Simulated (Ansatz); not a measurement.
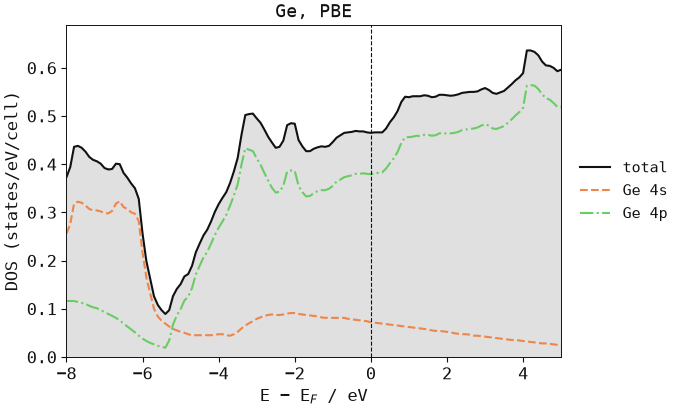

Density of states. Energies are counted from the Fermi level. The partial curves are projected on Löwdin-orthogonalised atomic shells.

System: Ge, space group I4/mmm (No. 139), 1 atom in the cell.

Computed with Ansatz: DFT PBE, scalar-relativistic, plane waves, PAW, no spin polarisation, 22×22×22 k mesh, Gaussian smearing of 0.1 eV.

What is the density of states at the Fermi level?

It is a metal. The density of states at the Fermi level is about 0.47 per eV and cell (mean within 0.25 eV).

What carries the states at the Fermi level?

By projected weight, the states within 0.3 eV of the Fermi level are Ge 4p (85 %) and Ge 4s (15 %).

The structure is an invented one, so it need not be a known or stable phase.
